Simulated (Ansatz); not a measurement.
## From LDA to G0W0: CdWO4 (P2/c)

How far does one-shot GW move the LDA gap of CdWO4 (P2/c)?

Method: LDA, then G0W0 on it, plane waves, PAW, in Ansatz 0.2.0.

**The experiments to reproduce.**

- Gap 4.15 eV: direct gap from absorption edge with Urbach fit; optical absorption; 300 K; bulk crystal (thin cleaved platelet of Czochralski crystal, 10-30 um thick) (“Optical absorption of divalent metal tungstates: Correlation between the band-gap energy and the cation ionic radius”, 2008, arxiv:0807.2115).

Most raw output is cut from this account.

In doubt: masses and optical values from hybrid runs of this build are listed as unsure (in some of the runs), which bears on the screening that GW takes from such a start.

**1. The starting structure**

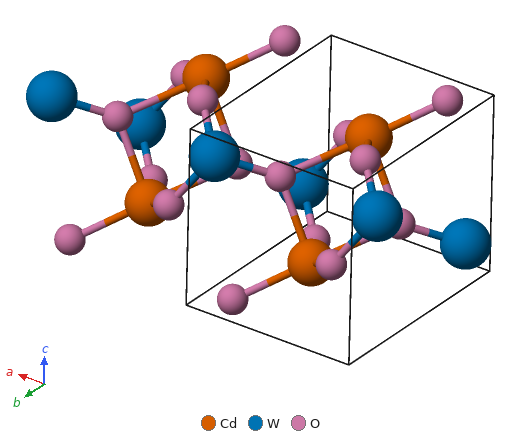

The starting structure, seen from a free direction (cadmium orange, tungsten blue, oxygen pink). 2×1×1 cells are drawn. Some periodic images of atoms are drawn too.

The cell and positions come from the Crystallography Open Database and are kept as given unless a step says otherwise. Spin-orbit coupling is left out unless a step names it. The default PAW set here is soft_2. Its files were made with PBE.

**2. The LDA band structure**

Levels along a band path and on the mesh show where this functional puts the band edges.

This step: DFT, LDA, plane waves, PAW.

File input.yaml:

```yaml
crystal:
  lattice:
    - [5.04, 0.0, 0.0]
    - [0.0, 5.8701, 0.0]
    - [-0.1309573182, 0.0, 5.0824131071]
  atoms:
    - { symbol: Cd, position: [0.5, 0.69729, 0.25] }
    - { symbol: Cd, position: [0.5, 0.30271, 0.75] }
    - { symbol: W, position: [0.0, 0.17855, 0.25] }
    - { symbol: W, position: [0.0, 0.82145, 0.75] }
    - { symbol: O, position: [0.2018, 0.0955, 0.9504] }
    - { symbol: O, position: [0.7982, 0.0955, 0.5496] }
    - { symbol: O, position: [0.7982, 0.9045, 0.0496] }
    - { symbol: O, position: [0.2018, 0.9045, 0.4504] }
    - { symbol: O, position: [0.242, 0.3703, 0.3839] }
    - { symbol: O, position: [0.758, 0.3703, 0.1161] }
    - { symbol: O, position: [0.758, 0.6297, 0.6161] }
    - { symbol: O, position: [0.242, 0.6297, 0.8839] }
kpoints:
  mp_grid: { grid: [6, 4, 6] }
  band_path:
    path:
      - [0.0, 0.0, 0.0]
      - [0.0, 0.5, 0.0]
      - [0.0, 0.5, 0.5]
      - [0.0, 0.0, 0.5]
      - [0.0, 0.0, 0.0]
      - [-0.5, 0.0, 0.5]
      - [-0.5, 0.5, 0.5]
      - [0.0, 0.5, 0.0]
      - [-0.5, 0.5, 0.0]
      - [-0.5, 0.0, 0.0]
      - [0.0, 0.0, 0.0]
    npoints: 10
hamiltonian:
  xc: lda
scf:
  occupations: { method: fermi_dirac, width: 0.02 }
  n_extra_bands: 8
output:
  eigenvalues: true
  forces: true
  stress: true
```

Started as:

```
$ ansatz run input.yaml --threads 24 --pin off --max-ram 82944MiB --backend cuda --events-out ev --progress --plain --runs-dir out --devices 1 --max-vram 78GiB
```

Run time: 2.9 s. Hardware: 1 × NVIDIA GB200 (shared by 2 runs) with 24 threads of Arm Neoverse V2, shared host; peak memory 1 GiB.

This step gave:

| Quantity | Value |
| --- | --- |
| pressure | -5.806 GPa |
| filled bands | 58 |
| gap | 2.953 eV |
| valence top at | k = (0.167, -0.500, -0.500) |
| conduction bottom at | k = (0.000, -0.500, 0.167) |
| least direct gap | 2.975 eV |

Over mesh and path the gap is 2.953 eV, from k = (0.167, -0.500, -0.500) to k = (0.000, -0.500, 0.167). The least direct gap found is 2.975 eV, at k = (0.000, 0.500, 0.000). The pressure in this cell is -6 GPa; the cell is kept.

Electronic bands along the path, in eV, zero at the top of the highest nominally filled band:

```csv
point,band 55,band 56,band 57,band 58,band 59,band 60,band 61,band 62
Γ,-0.65,-0.53,-0.32,-0.27,3.36,3.81,3.82,3.97
Z,-0.81,-0.71,-0.58,-0.01,2.97,3.86,3.86,4.19
D,-0.65,-0.65,-0.14,-0.14,3.36,3.36,4.05,4.05
B,-0.56,-0.56,-0.13,-0.13,3.39,3.39,3.87,3.87
Γ,-0.65,-0.53,-0.32,-0.27,3.36,3.81,3.82,3.97
A,-0.46,-0.46,-0.22,-0.22,3.58,3.58,4.20,4.20
E,-0.85,-0.85,-0.45,-0.45,3.69,3.69,3.93,3.93
Z,-0.81,-0.71,-0.58,-0.01,2.97,3.86,3.86,4.19
C2,-0.74,-0.59,-0.59,-0.40,3.39,3.88,3.91,4.11
Y2,-0.54,-0.27,-0.25,-0.23,3.60,3.77,3.79,4.04
Γ,-0.65,-0.53,-0.32,-0.27,3.36,3.81,3.82,3.97
```

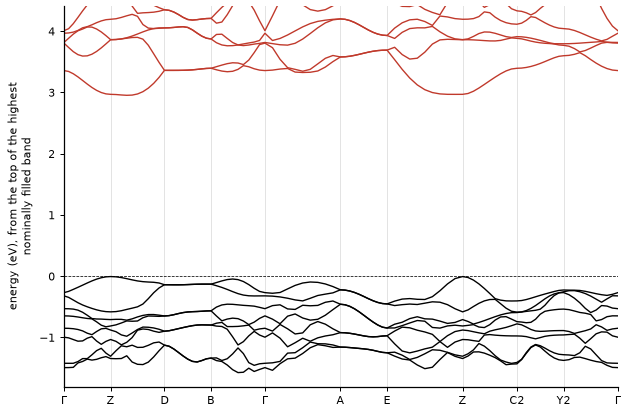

Electronic bands along the path; lines of filled and empty bands in two colours.

**3. G0W0 on the 4×2×4 mesh**

G0W0 replaces the xc potential by a self-energy built once from the orbitals of the start. Levels are corrected in the window of bands that the input names, at points of the mesh.

This step: G0W0 on LDA, plane waves, PAW.

input.yaml, the sections that differ from step 2:

```yaml
kpoints:
  mp_grid: { grid: [4, 2, 4] }
scf:
  occupations: { method: fixed }
gw:
  n_empty_bands: 691
  ecut_chi: 160.0
  qp_bands: [v4, c4]
  qp_kpoints: band_edges
  screening: { model: contour_deformation }
# crystal, hamiltonian: as in step 2
# output: removed
```

Wall time 39 s (1 × NVIDIA GB200 (shared by 2 runs) with 24 threads); peak memory 3.6 GiB.

This step gave:

* bands summed: 749
* RPA ε∞ on this mesh (eigenvalues): 4.687, 5.022, 5.229
* plane waves in the screening matrix: 685
* q-points in the mesh: 32
* G0W0 gap over the corrected points: 4.491 eV
* k of the valence top: 0, -0.5, 0
* k of the conduction bottom: 0, -0.5, 0
* starting gap on the mesh: 2.974 eV
* Z at the valence top: 0.7445
* Z at the conduction bottom: 0.7856
* least direct G0W0 gap over the corrected points: 4.491 eV

Over all 20 irreducible mesh points the G0W0 gap is 4.491 eV, direct, at k = (0.000, -0.500, 0.000). The LDA gap of this run on the mesh is 2.974 eV. The two states that bound the G0W0 gap lie that far apart at the start, so the correction of the gap is 4.491 − 2.974 = +1.517 eV. The start of this run differs from the step before in mesh (6×4×6 and 4×2×4).

Labels follow the order of the start: v1 is the top filled band, c1 the lowest empty one; levels that stay degenerate share a row, the window can cut a multiplet, doubted levels are not marked in this list, bands outside the window were not corrected, and the list may be a part of the corrected levels. The levels before and after the correction (eV, zero at the valence-band top of each column):

```csv
,conduction bottom,valence top
Kohn-Sham,2.97,0.00
G0W0,4.49,0.00
```

```csv
,level,occupation,energy (eV)
Kohn-Sham,(0 -0.5 0) v4,2,-0.807
Kohn-Sham,(0 -0.5 0) v3,2,-0.703
Kohn-Sham,(0 -0.5 0) v2,2,-0.577
Kohn-Sham,(0 -0.5 0) v1,2,0.000
Kohn-Sham,(0 -0.5 0) c1,0,2.974
Kohn-Sham,(0 -0.5 0) c2,0,3.865
Kohn-Sham,(0 -0.5 0) c3,0,3.867
Kohn-Sham,(0 -0.5 0) c4,0,4.200
G0W0,(0 -0.5 0) v4,2,-0.869
G0W0,(0 -0.5 0) v3,2,-0.767
G0W0,(0 -0.5 0) v2,2,-0.618
G0W0,(0 -0.5 0) v1,2,0.000
G0W0,(0 -0.5 0) c1,0,4.491
G0W0,(0 -0.5 0) c2,0,5.388
G0W0,(0 -0.5 0) c3,0,5.498
G0W0,(0 -0.5 0) c4,0,5.818
```

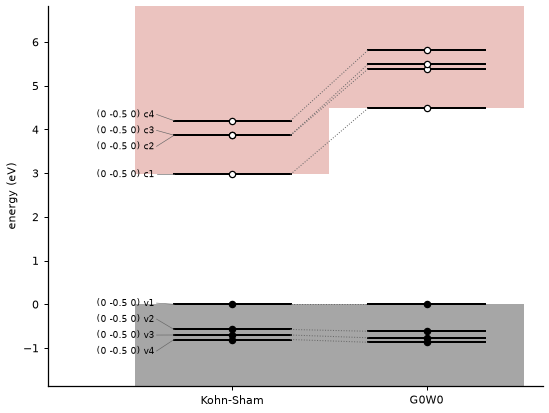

Levels before and after the correction. Shaded: valence and conduction bands. Filled marks are occupied levels, open marks empty ones.

The parts of the quasiparticle energy for the two states that bound the G0W0 gap, in eV on the run's own scale (QP = start + Σx + Σc − Vxc, with Σc at the quasiparticle energy):

```csv
edge,k,band,start,Σx,Σc,Vxc,Z,QP
valence top,"(0.000, -0.500, 0.000)",58,8.723,−27.497,4.287,−22.755,0.745,8.268
conduction bottom,"(0.000, -0.500, 0.000)",59,11.697,−15.095,−4.563,−20.720,0.786,12.758
```

**4. Spin-orbit coupling in LDA**

This run has two-component orbitals with spin-orbit coupling.

This step: DFT, LDA with spin-orbit coupling, plane waves, PAW.

input.yaml, the sections that differ from step 3:

```yaml
kpoints:
  mp_grid: { grid: [6, 4, 6] }
  band_path:
    path:
      - [0.0, 0.0, 0.0]
      - [0.0, 0.5, 0.0]
      - [0.0, 0.5, 0.5]
      - [0.0, 0.0, 0.5]
      - [-0.5, 0.0, 0.5]
      - [-0.5, 0.5, 0.5]
      - [-0.5, 0.5, 0.0]
      - [-0.5, 0.0, 0.0]
      - [0.1666666667, -0.5, -0.5]
      - [0.0, -0.5, 0.1666666667]
    npoints: 1
scf:
  occupations: { method: fixed }
  n_extra_bands: 16
magnetization:
  noncollinear: true
  spin_orbit: true
output:
  eigenvalues: true
  forces: true
  stress: true
# crystal, hamiltonian: as in step 3
# gw: removed
```

Run time: 5.7 s. Hardware: 1 × NVIDIA GB200 (shared by 2 runs) with 24 threads; peak memory 1.4 GiB; 67 s of CPU time.

This step gave:

```yaml
pressure: -6.012 GPa
gap: 2.933 eV
valence_top_at: k = (0.167, -0.500, -0.500)
conduction_bottom_at: k = (0.000, -0.500, 0.167)
least_direct_gap: 2.959 eV
```

Over mesh and listed points the gap is 2.933 eV, from k = (0.167, -0.500, -0.500) to k = (0.000, -0.500, 0.167). The least direct gap found is 2.959 eV, at k = (0.000, 0.500, 0.000). The pressure in this cell is -6 GPa; the cell is kept. LDA+SOC against LDA: 2.933 − 2.953 = −0.020 eV, with the same mesh, set of files (read in its fully relativistic form for the spin-orbit run) and cutoff, and both edges at the same k points. The spin-orbit run sees mesh and listed points alone, so its gap is an upper bound: the coupling can move an edge off these points, and the change over the zone, its sign included where it is small, is not known.

**5. Side by side**

Each gap is the least one over the points named; times are wall times on shared hosts, not benchmarks. A G0W0 time includes the run's own self-consistent start. Runs with listed points see these and the mesh alone, so an edge that moves elsewhere is missed. Rows marked * are further runs, not shown as steps, whose inputs differ from the G0W0 step on the same start in the columns given; solver thresholds can differ too.

```csv
level,mesh,"files, cutoff","bands summed, screening",points,gap (eV),valence top,conduction bottom,least direct gap (eV),time
LDA,6×4×6,"soft_2 PAW, 420 eV",-,mesh and path,2.953,"(0.167, -0.500, -0.500)","(0.000, -0.500, 0.167)",2.975,2.9 s
LDA+SOC,6×4×6,"soft_2 PAW, 420 eV",-,mesh and listed points,2.933,"(0.167, -0.500, -0.500)","(0.000, -0.500, 0.167)",2.959,5.7 s
G0W0@LDA*,4×2×4,"soft_2 PAW, 420 eV","171, 48 eV",all 20 irreducible mesh points,4.657,"(0.000, -0.500, 0.000)","(0.000, -0.500, 0.000)",4.657,8.2 s
G0W0@LDA*,4×2×4,"soft_2 PAW, 420 eV","379, 96 eV",all 20 irreducible mesh points,4.449,"(0.000, -0.500, 0.000)","(0.000, -0.500, 0.000)",4.449,9.6 s
G0W0@LDA,4×2×4,"soft_2 PAW, 420 eV","749, 160 eV",all 20 irreducible mesh points,4.491,"(0.000, -0.500, 0.000)","(0.000, -0.500, 0.000)",4.491,39 s
G0W0@LDA*,2×2×2,"soft_2 PAW, 420 eV","379, 96 eV",all 8 irreducible mesh points,4.473,"(0.000, -0.500, 0.000)","(0.000, -0.500, 0.000)",4.473,2.6 s
G0W0@LDA*,4×2×4,"soft_2 PAW, 420 eV","379, 96 eV, plasmon pole",all 20 irreducible mesh points,4.487,"(0.000, -0.500, 0.000)","(0.000, -0.500, 0.000)",4.487,15 s
```

Computed less measured, in eV, for the reports listed at the start; nothing is added to the computed values:

```csv
row,computed (eV),4.15 eV (2008)
"LDA, gap",2.953,−1.197
"LDA+SOC, gap",2.933,−1.217
"G0W0@LDA, gap",4.491,+0.341
```

**6. Summary of results**

| Item | Value |
| --- | --- |
| LDA gap over mesh and path | 2.953 eV, from k = (0.167, -0.500, -0.500) to k = (0.000, -0.500, 0.167) |
| G0W0@LDA gap over all 20 irreducible mesh points | 4.491 eV, direct, at k = (0.000, -0.500, 0.000) |
| LDA+SOC gap over mesh and listed points | 2.933 eV |
| GW settings | 4×2×4 mesh, 691 empty bands, screening to 160 eV |
| known limits | finite bands, screening cutoff and k mesh; no spin-orbit coupling in G0W0; d shells not analysed |

**Reading.** Over all 20 irreducible mesh points the G0W0 gap is 4.491 eV, direct, at k = (0.000, -0.500, 0.000). The LDA gap of this run on the mesh is 2.974 eV. The two states that bound the G0W0 gap lie that far apart at the start, so the correction of the gap is 4.491 − 2.974 = +1.517 eV. The valence state moves by 8.268 − 8.723 = −0.455 eV and the conduction state by 12.758 − 11.697 = +1.061 eV, on the run's own scale; with 171 bands the edge states move by +0.001 and +1.683 eV, so the split between the edges depends on the bands and cutoff. Over mesh and path, LDA puts the valence top at k = (0.167, -0.500, -0.500) and conduction bottom at k = (0.000, -0.500, 0.167), where no G0W0 correction was computed. The G0W0 gap over the whole zone is therefore not known from this run; at its settings it can only be equal to or under the 4.491 eV found, and no correction is carried over from another point. For the start itself the gap is 2.953 eV over mesh and path and 2.974 eV on the mesh of the G0W0 run, in runs that differ in mesh (6×4×6 and 4×2×4). From 171 bands and 48 eV to 749 bands and 160 eV the gap moves by 4.491 − 4.657 = −0.166 eV (rung by rung 4.657, 4.449, 4.491 eV); bands and screening cutoff rise together, so their parts are not told apart. The gap turns back along the series (4.657, 4.449, 4.491 eV), so no line is drawn and the limit is not known. With the 2×2×2 mesh in place of the 4×2×4 mesh and all else as in the G0W0@LDA row with 379 bands, the gap differs by 4.473 − 4.449 = +0.024 eV, and that of the start by 2.974 − 2.974 = +0.000 eV. With the plasmon pole model in place of the contour deformation model and all else as in the G0W0@LDA row with 379 bands, the gap differs by 4.487 − 4.449 = +0.038 eV. G0W0 on other starts in this series, not shown as steps and not all at these settings: 4.979 eV on HSE06 (4×2×4, soft_2 PAW, 379 bands, 96 eV). LDA+SOC against LDA: 2.933 − 2.953 = −0.020 eV, with the same mesh, set of files (read in its fully relativistic form for the spin-orbit run) and cutoff, and both edges at the same k points. The spin-orbit run sees mesh and listed points alone, so its gap is an upper bound: the coupling can move an edge off these points, and the change over the zone, its sign included where it is small, is not known. What spin-orbit coupling does to the G0W0 levels was not computed, so no sum with the G0W0 gap is formed. Against experiment, G0W0@LDA at 4.491 eV lies +0.341 eV from 4.15 eV (2008). The differences hold parts that these runs do not separate: finite bands, cutoffs and mesh, points of the zone that were not corrected, the start of G0W0, spin-orbit coupling missing from it, static nuclei, no electron-hole attraction, and what each experiment reads as the gap. How much each gives is not known from the steps shown. The G0W0 runs are scalar-relativistic. One-shot GW is known to converge slowly in bands for compounds with shallow d shells. The cell holds Cd; the filling of the d shell and its place against the gap were not analysed here. G0W0 is shown with one set of atomic data (soft_2 PAW), so the error from the files is not known here.

[Paths, hosts, dates, memory and timing lines, banners, echoed tables and standing remarks are left out of the program output.]

[Logs are printed without paths, hosts, clocks, repeated set-up lines and the standing remarks that a program may print on its own settings, such as how far it seeks lower states.]

[Runs of the session that timed out or met a known fault of the program may be left out.]

[Cells called generated may have been cut or substituted from an entry of the Crystallography Open Database or the Materials Project.]

[Hosts, paths, dates, database ids (printed as entryN), source tags and the programs' standing remarks are cut or masked in the printed files.]

[Where an RPA ε∞ is given, it is that of the G0W0 mesh and is not shown converged in it. Names of k-points follow the symmetry that the program found, which can be lower than the space group named. Band edges on a path are those of the sampled points; other points can move an edge, and change direct to indirect where valleys lie close.]

[Hybrid gaps are those of their k-mesh and are not shown converged in it.]
